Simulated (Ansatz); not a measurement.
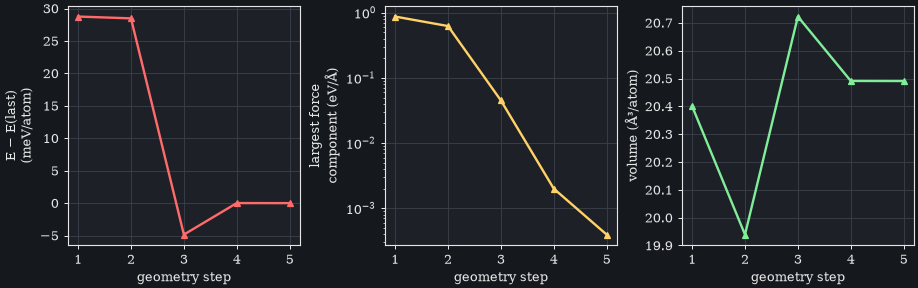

History of a geometry optimisation. SnS2 (P-3m1, 3 atoms in the cell); DFT PBEsol, scalar-relativistic, plane waves, PAW in Ansatz 0.2.0; cutoff 420 eV, 9×9×6 k-mesh, Gaussian smearing of 0.02 eV. Atoms and cell relax. A closing SCF on a freshly chosen basis isn't drawn.

The optimisation met its thresholds at geometry 5, counting the start as the first. The energy fell by about 29 meV/atom from the first step to the last, with a rise at step 4. The target is 4 GPa, so the enthalpy and not the energy is minimised. The largest force component goes from about 0.87 eV/Å at the start to 4 × 10⁻⁴ eV/Å at the end. The volume grows from 20.40 to 20.49 Å³ per atom (+0.4 %).
